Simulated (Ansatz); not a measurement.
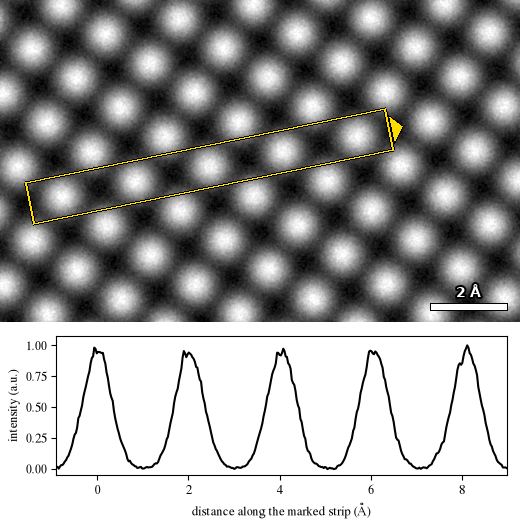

HAADF-like image of B (Fd-3m, No. 227) along [001]. The image is simulated as a sum over atoms of Z^1.6, blurred by a 0.73 Å probe (no channelling). The display is stretched by a gamma of 0.65; percentages refer to the linear signal. Shot noise was added. Structure used: coordinates from a relaxation with DFT PBE, scalar-relativistic, plane waves, PAW (Ansatz); the starting structure was generated, so it need not be a known form of this composition.

```xyz
8
Lattice="4.0510 0.0000 0.0000 0.0000 4.0510 0.0000 0.0000 0.0000 4.0510" Properties=species:S:1:pos:R:3 pbc="T T T"
B     0.0000    0.0000    2.0255
B     1.0127    3.0382    1.0127
B     0.0000    2.0255    0.0000
B     1.0127    1.0127    3.0382
B     2.0255    0.0000    0.0000
B     3.0382    3.0382    3.0382
B     2.0255    2.0255    2.0255
B     3.0382    1.0127    1.0127
```

The curve is the intensity along the marked strip, in the direction of its arrowhead, with zero distance at the first column. Brightness is counted from the darkest point of the image.

Q: Assign the peaks of the line profile.

A:
```json
{"position (Å)": "0.0", "atoms per repeat along the beam": "1 B", "height (% of the highest)": "100"}
{"position (Å)": "2.0", "atoms per repeat along the beam": "1 B", "height (% of the highest)": "100"}
{"position (Å)": "4.1", "atoms per repeat along the beam": "1 B", "height (% of the highest)": "100"}
{"position (Å)": "6.1", "atoms per repeat along the beam": "1 B", "height (% of the highest)": "100"}
{"position (Å)": "8.1", "atoms per repeat along the beam": "1 B", "height (% of the highest)": "100"}
```
